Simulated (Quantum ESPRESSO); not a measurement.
Band-structure run, with input and output: Ba (part 1 of 2)

- system: Ba (Im-3m, 1 atom in the cell)
- method: Kohn-Sham DFT of a periodic cell, RPBE, SG15 PBE 1.2, no spin polarisation (Quantum ESPRESSO 7.5)

The structure derives from an entry of the Crystallography Open Database.

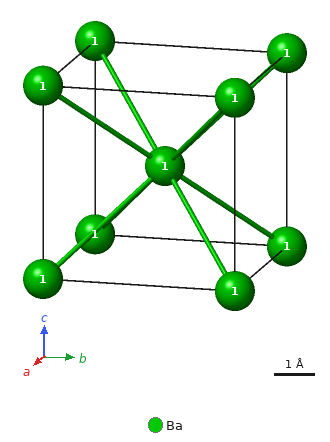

The structure as given in the input (ball-and-stick view of the cell 2 times as large as that of the calculation, set on its symmetry axes, seen slightly off an axis; atoms are numbered from 1 in the order of the input). An atom can appear more than once, as a periodic image. Near neighbours in the periodic cell (some may lie outside the picture): Ba has 8 Ba at 4.34 Å.

**Input**
```
&CONTROL
  calculation = 'scf'
  prefix = 'pwscf'
  outdir = './tmp'
  pseudo_dir = './pseudo'
  tprnfor = .true.
  tstress = .true.
  disk_io = 'low'
/
&SYSTEM
  ibrav = 0
  A = 4.34138535
  nat = 1
  ntyp = 1
  ecutwfc = 44
  nbnd = 10
  input_dft = 'rpbe'
  occupations = 'smearing'
  smearing = 'fd'
  degauss = 0.00367493
/
&ELECTRONS
  conv_thr = 2d-10
  electron_maxstep = 120
  mixing_beta = 0.5
/
ATOMIC_SPECIES
Ba   137.3270 Ba_ONCV_PBE-1.2.upf
CELL_PARAMETERS alat
  -0.5773502691    0.5773502691    0.5773502691
   0.5773502691   -0.5773502691    0.5773502691
   0.5773502691    0.5773502691   -0.5773502691
ATOMIC_POSITIONS alat
Ba     0.0000000000    0.0000000000    0.0000000000
K_POINTS automatic
8 8 8 0 0 0
```

**File pp_density.in**
```
&INPUTPP
  prefix = 'pwscf'
  outdir = './tmp'
  filplot = 'density.dat'
  plot_num = 0
/
&PLOT
  nfile = 1
  filepp(1) = 'density.dat'
  iflag = 3
  output_format = 6
  fileout = 'density.cube'
/
```

**File pp_potential.in**
```
&INPUTPP
  prefix = 'pwscf'
  outdir = './tmp'
  filplot = 'potential.dat'
  plot_num = 11
/
&PLOT
  nfile = 1
  filepp(1) = 'potential.dat'
  iflag = 3
  output_format = 6
  fileout = 'potential.cube'
/
```

**File pp_elf.in**
```
&INPUTPP
  prefix = 'pwscf'
  outdir = './tmp'
  filplot = 'elf.dat'
  plot_num = 8
/
&PLOT
  nfile = 1
  filepp(1) = 'elf.dat'
  iflag = 3
  output_format = 6
  fileout = 'elf.cube'
/
```

**File bands.in**
```
&CONTROL
  calculation = 'bands'
  prefix = 'pwscf'
  outdir = './tmp'
  pseudo_dir = './pseudo'
  disk_io = 'low'
  verbosity = 'high'
/
&SYSTEM
  ibrav = 0
  A = 4.34138535
  nat = 1
  ntyp = 1
  ecutwfc = 44
  nbnd = 10
  input_dft = 'rpbe'
  occupations = 'smearing'
  smearing = 'fd'
  degauss = 0.00367493
/
&ELECTRONS
  conv_thr = 1d-08
  electron_maxstep = 120
  mixing_beta = 0.5
  diago_full_acc = .true.
  startingwfc = 'random'
/
ATOMIC_SPECIES
Ba   137.3270 Ba_ONCV_PBE-1.2.upf
CELL_PARAMETERS alat
  -0.5773502691    0.5773502691    0.5773502691
   0.5773502691   -0.5773502691    0.5773502691
   0.5773502691    0.5773502691   -0.5773502691
ATOMIC_POSITIONS alat
Ba     0.0000000000    0.0000000000    0.0000000000
K_POINTS crystal
60
 0.0000000000  0.0000000000  0.0000000000 1
 0.0416666667 -0.0416666667  0.0416666667 1
 0.0833333333 -0.0833333333  0.0833333333 1
 0.1250000000 -0.1250000000  0.1250000000 1
 0.1666666667 -0.1666666667  0.1666666667 1
 0.2083333333 -0.2083333333  0.2083333333 1
 0.2500000000 -0.2500000000  0.2500000000 1
 0.2916666667 -0.2916666667  0.2916666667 1
 0.3333333333 -0.3333333333  0.3333333333 1
 0.3750000000 -0.3750000000  0.3750000000 1
 0.4166666667 -0.4166666667  0.4166666667 1
 0.4583333333 -0.4583333333  0.4583333333 1
 0.5000000000 -0.5000000000  0.5000000000 1
 0.4375000000 -0.4375000000  0.5000000000 1
 0.3750000000 -0.3750000000  0.5000000000 1
 0.3125000000 -0.3125000000  0.5000000000 1
 0.2500000000 -0.2500000000  0.5000000000 1
 0.1875000000 -0.1875000000  0.5000000000 1
 0.1250000000 -0.1250000000  0.5000000000 1
 0.0625000000 -0.0625000000  0.5000000000 1
 0.0000000000  0.0000000000  0.5000000000 1
 0.0000000000  0.0000000000  0.4444444444 1
 0.0000000000  0.0000000000  0.3888888889 1
 0.0000000000  0.0000000000  0.3333333333 1
 0.0000000000  0.0000000000  0.2777777778 1
 0.0000000000  0.0000000000  0.2222222222 1
 0.0000000000  0.0000000000  0.1666666667 1
 0.0000000000  0.0000000000  0.1111111111 1
 0.0000000000  0.0000000000  0.0555555556 1
 0.0000000000  0.0000000000  0.0000000000 1
 0.0227272727  0.0227272727  0.0227272727 1
 0.0454545455  0.0454545455  0.0454545455 1
 0.0681818182  0.0681818182  0.0681818182 1
 0.0909090909  0.0909090909  0.0909090909 1
 0.1136363636  0.1136363636  0.1136363636 1
 0.1363636364  0.1363636364  0.1363636364 1
 0.1590909091  0.1590909091  0.1590909091 1
 0.1818181818  0.1818181818  0.1818181818 1
 0.2045454545  0.2045454545  0.2045454545 1
 0.2272727273  0.2272727273  0.2272727273 1
 0.2500000000  0.2500000000  0.2500000000 1
 0.2708333333  0.1875000000  0.2708333333 1
 0.2916666667  0.1250000000  0.2916666667 1
 0.3125000000  0.0625000000  0.3125000000 1
 0.3333333333  0.0000000000  0.3333333333 1
 0.3541666667 -0.0625000000  0.3541666667 1
 0.3750000000 -0.1250000000  0.3750000000 1
 0.3958333333 -0.1875000000  0.3958333333 1
 0.4166666667 -0.2500000000  0.4166666667 1
 0.4375000000 -0.3125000000  0.4375000000 1
 0.4583333333 -0.3750000000  0.4583333333 1
 0.4791666667 -0.4375000000  0.4791666667 1
 0.5000000000 -0.5000000000  0.5000000000 1
 0.2500000000  0.2500000000  0.2500000000 1
 0.2083333333  0.2083333333  0.2916666667 1
 0.1666666667  0.1666666667  0.3333333333 1
 0.1250000000  0.1250000000  0.3750000000 1
 0.0833333333  0.0833333333  0.4166666667 1
 0.0416666667  0.0416666667  0.4583333333 1
 0.0000000000  0.0000000000  0.5000000000 1
```

Launch command:
```bash
OMP_NUM_THREADS=1 pw.x -in pw.in > pw.out
OMP_NUM_THREADS=1 pp.x -in pp_density.in > pp_density.out
OMP_NUM_THREADS=1 pp.x -in pp_potential.in > pp_potential.out
OMP_NUM_THREADS=1 pp.x -in pp_elf.in > pp_elf.out
OMP_NUM_THREADS=1 pw.x -in bands.in > bands.out
```

**Log**
```
This program is part of the open-source Quantum ESPRESSO suite
     for quantum simulation of materials; please cite
         "P. Giannozzi et al., J. Phys.:Condens. Matter 21 395502 (2009);
         "P. Giannozzi et al., J. Phys.:Condens. Matter 29 465901 (2017);
         "P. Giannozzi et al., J. Chem. Phys. 152 154105 (2020);
          URL
     in publications or presentations arising from this work. More details at

     IMPORTANT: XC functional enforced from input :
     Exchange-correlation= RPBE
                           (   1   4  44   4   0   0   0)
     Any further DFT definition will be discarded
     Please, verify this is what you really want

     Message from routine setup:
     using ibrav=0 with symmetry is DISCOURAGED, use correct ibrav instead

     G-vector sticks info
     --------------------
     sticks:   dense  smooth     PW     G-vecs:    dense   smooth      PW
     Sum         889     889    307                16757    16757    3367

     Using Slab Decomposition

     bravais-lattice index     =            0
     lattice parameter (alat)  =       8.2040  a.u.
     unit-cell volume          =     425.0693 (a.u.)^3
     number of atoms/cell      =            1
     number of atomic types    =            1
     number of electrons       =        10.00
     number of Kohn-Sham states=           10
     kinetic-energy cutoff     =      44.0000  Ry
     charge density cutoff     =     176.0000  Ry
     scf convergence threshold =      2.0E-10
     mixing beta               =       0.5000
     number of iterations used =            8  plain     mixing
     Exchange-correlation= RPBE
                           (   1   4  44   4   0   0   0)

     celldm(1)=   8.204029  celldm(2)=   0.000000  celldm(3)=   0.000000
     celldm(4)=   0.000000  celldm(5)=   0.000000  celldm(6)=   0.000000

     crystal axes: (cart. coord. in units of alat)
               a(1) = (  -0.577350   0.577350   0.577350 )
               a(2) = (   0.577350  -0.577350   0.577350 )
               a(3) = (   0.577350   0.577350  -0.577350 )

     reciprocal axes: (cart. coord. in units 2 pi/alat)
               b(1) = (  0.000000  0.866025  0.866025 )
               b(2) = (  0.866025  0.000000  0.866025 )
               b(3) = (  0.866025  0.866025  0.000000 )

     PseudoPot. # 1 for Ba read from file:
     Ba_ONCV_PBE-1.2.upf
     Pseudo is Norm-conserving, Zval = 10.0
     Generated using ONCVPSP code by D. R. Hamann
     Using radial grid of  602 points,  8 beta functions with:
                l(1) =   0
                l(2) =   0
                l(3) =   1
                l(4) =   1
                l(5) =   2
                l(6) =   2
                l(7) =   3
                l(8) =   3

     atomic species   valence    mass     pseudopotential
     Ba               10.00   137.32700     Ba( 1.00)

     48 Sym. Ops., with inversion, found

   Cartesian axes

     site n.     atom                  positions (alat units)
         1        Ba     tau(   1) = (   0.0000000   0.0000000   0.0000000  )

     number of k points=    29  Fermi-Dirac smearing, width (Ry)=  0.0037
                       cart. coord. in units 2pi/alat
        k(    1) = (   0.0000000   0.0000000   0.0000000), wk =   0.0039062
        k(    2) = (   0.1082532   0.1082532   0.0000000), wk =   0.0468750
        k(    3) = (   0.2165064   0.2165064   0.0000000), wk =   0.0468750
        k(    4) = (   0.3247595   0.3247595   0.0000000), wk =   0.0468750
        k(    5) = (  -0.4330127  -0.4330127   0.0000000), wk =   0.0234375
        k(    6) = (   0.2165064   0.1082532   0.1082532), wk =   0.0937500
        k(    7) = (   0.3247595   0.2165064   0.1082532), wk =   0.1875000
        k(    8) = (   0.4330127   0.3247595   0.1082532), wk =   0.1875000
        k(    9) = (   0.4330127   0.2165064   0.2165064), wk =   0.0937500
        k(   10) = (   0.5412659   0.3247595   0.2165064), wk =   0.0937500
        k(   11) = (   0.2165064   0.2165064   0.2165064), wk =   0.0312500
        k(   12) = (   0.3247595   0.3247595   0.2165064), wk =   0.0937500
        k(   13) = (   0.4330127   0.4330127   0.2165064), wk =   0.0468750
        k(   14) = (   0.0000000   0.0000000   0.2165064), wk =   0.0234375
        k(   15) = (   0.4330127   0.3247595   0.3247595), wk =   0.0937500
        k(   16) = (   0.0000000  -0.1082532   0.3247595), wk =   0.0937500
        k(   17) = (  -0.0000000  -0.2165064   0.4330127), wk =   0.0937500
        k(   18) = (   0.1082532  -0.1082532   0.4330127), wk =   0.0937500
        k(   19) = (  -0.8660254  -0.3247595  -0.3247595), wk =   0.0468750
        k(   20) = (  -0.7577722  -0.2165064  -0.3247595), wk =   0.1875000
        k(   21) = (  -0.6495191  -0.2165064  -0.2165064), wk =   0.0312500
        k(   22) = (   0.4330127   0.4330127   0.4330127), wk =   0.0078125
        k(   23) = (   0.0000000   0.0000000   0.4330127), wk =   0.0234375
        k(   24) = (  -0.0000000  -0.1082532   0.5412659), wk =   0.0937500
        k(   25) = (  -0.8660254  -0.2165064  -0.2165064), wk =   0.0468750
        k(   26) = (  -0.7577722  -0.1082532  -0.2165064), wk =   0.0937500
        k(   27) = (  -0.0000000  -0.0000000   0.6495191), wk =   0.0234375
        k(   28) = (  -0.8660254  -0.1082532  -0.1082532), wk =   0.0468750
        k(   29) = (  -0.8660254  -0.8660254  -0.8660254), wk =   0.0039062

     Dense  grid:    16757 G-vectors     FFT dimensions: (  36,  36,  36)

     Initial potential from superposition of free atoms

     starting charge       9.6082, renormalised to      10.0000
     Starting wfcs are random

     Self-consistent Calculation

     iteration #  1     ecut=    44.00 Ry     beta= 0.50
     Davidson diagonalization with overlap
     ethr =  1.00E-02,  avg # of iterations =  8.0

     Threshold (ethr) on eigenvalues was too large:
     Diagonalizing with lowered threshold

     Davidson diagonalization with overlap
     ethr =  7.41E-04,  avg # of iterations =  1.6

     total energy              =     -51.48675795 Ry
     estimated scf accuracy    <       0.07197150 Ry

     iteration #  2     ecut=    44.00 Ry     beta= 0.50
     Davidson diagonalization with overlap
     ethr =  7.20E-04,  avg # of iterations =  2.0

     total energy              =     -51.49389178 Ry
     estimated scf accuracy    <       0.00538712 Ry

     iteration #  3     ecut=    44.00 Ry     beta= 0.50
     Davidson diagonalization with overlap
     ethr =  5.39E-05,  avg # of iterations =  6.4

     total energy              =     -51.49535332 Ry
     estimated scf accuracy    <       0.00033177 Ry

     iteration #  4     ecut=    44.00 Ry     beta= 0.50
     Davidson diagonalization with overlap
     ethr =  3.32E-06,  avg # of iterations =  9.2

     total energy              =     -51.49564021 Ry
     estimated scf accuracy    <       0.00000403 Ry

     iteration #  5     ecut=    44.00 Ry     beta= 0.50
     Davidson diagonalization with overlap
     ethr =  4.03E-08,  avg # of iterations =  5.2

     total energy              =     -51.49565070 Ry
     estimated scf accuracy    <       0.00000041 Ry

     iteration #  6     ecut=    44.00 Ry     beta= 0.50
     Davidson diagonalization with overlap
     ethr =  4.13E-09,  avg # of iterations =  3.8

     total energy              =     -51.49565083 Ry
     estimated scf accuracy    <          2.0E-09 Ry

     iteration #  7     ecut=    44.00 Ry     beta= 0.50
     Davidson diagonalization with overlap
     ethr =  2.01E-11,  avg # of iterations =  6.2

     total energy              =     -51.49565085 Ry
     estimated scf accuracy    <          4.8E-10 Ry

     iteration #  8     ecut=    44.00 Ry     beta= 0.50
     Davidson diagonalization with overlap
     ethr =  4.79E-12,  avg # of iterations =  2.5

     End of self-consistent calculation

          k = 0.0000 0.0000 0.0000 (  2123 PWs)   bands (ev):

   -23.0718  -8.0288  -8.0288  -8.0288   3.1621   7.7579   7.7579   7.7579
     9.1195   9.1195

          k = 0.1083 0.1083 0.0000 (  2096 PWs)   bands (ev):

   -23.0656  -8.0988  -8.0504  -8.0293   3.4461   7.5206   7.5762   8.0353
     8.7979   9.0681

          k = 0.2165 0.2165 0.0000 (  2090 PWs)   bands (ev):
```
